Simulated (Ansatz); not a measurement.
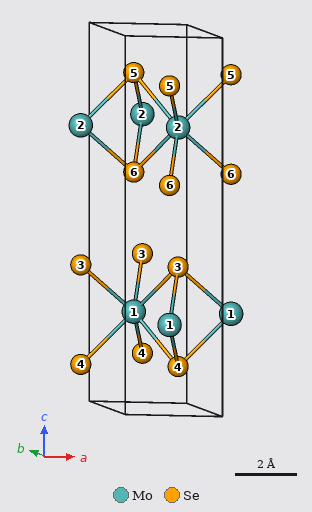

Starting structure of a crystal of MoSe2 (built on the 2H (MoS2) bulk type). A ball-and-stick model of the cell of the calculation, seen slightly off an axis.

Method: DFT, PBE-D4, plane waves, PAW (Ansatz).

The input:
```yaml
crystal:
  lattice:
    - [3.2770510698, 0.0, 0.0]
    - [-1.6385255349, 2.8380094759, 0.0]
    - [0.0, 0.0, 12.7339649206]
  atoms:
    - { symbol: Mo, position: [0.3333333333, 0.6666666667, 0.25] }
    - { symbol: Mo, position: [0.6666666667, 0.3333333333, 0.75] }
    - { symbol: Se, position: [0.6666666667, 0.3333333333, 0.3814561126] }
    - { symbol: Se, position: [0.6666666667, 0.3333333333, 0.1185438874] }
    - { symbol: Se, position: [0.3333333333, 0.6666666667, 0.8814561126] }
    - { symbol: Se, position: [0.3333333333, 0.6666666667, 0.6185438874] }
kpoints:
  mp_grid: { grid: [12, 12, 2] }
hamiltonian:
  xc: pbe
  dispersion: d4
scf:
  occupations: { method: fermi_dirac, width: 0.02 }
relax:
  f_tol: 0.005
  cell: {}
```

Run as
```bash
ansatz run input.yaml --threads 8 --pin off --max-ram 12902MiB --backend cpu --events-out ev --progress --plain --runs-dir out
```

Where does the relaxation end?

Answer. The largest moves relative to the cell, 0.010 Å, are those of Se3, Se4, Se5 and Se6. Se6 goes along +c. Mo stays in place. The drawn cell changes as follows: a = b 3.277 → 3.281 Å (+0.1 %), c 12.734 → 12.802 Å (+0.5 %); the volume changes by +0.8 %. The space group stays P6_3/mmc (No. 194). The energy falls by 0.2 meV per atom in 2 accepted moves (4 points after the start). Largest force component: 0.0018 eV/Å at the start, 0.0035 eV/Å at the end. The pressure goes from 0.34 to 0.01 GPa. The line search rejected the trial step at point 1 of the run. At 1 point the geometry stayed and the basis and grid were re-selected for the new cell (energy shift of less than 0.05 meV per atom at most each time). The run took 7.4 s on 8 threads of Intel(R) Xeon(R) Platinum 8488C (Sapphire Rapids), on a shared host, peak memory 0.83 GiB.

The structure at the end:

```
CELL_PARAMETERS angstrom
3.28110 0.00000 0.00000
-1.64055 2.84152 0.00000
0.00000 0.00000 12.80186
ATOMIC_POSITIONS crystal
Mo 0.33333 0.66667 0.25000
Mo 0.66667 0.33333 0.75000
Se 0.66667 0.33333 0.38071
Se 0.66667 0.33333 0.11929
Se 0.33333 0.66667 0.88071
Se 0.33333 0.66667 0.61929
```
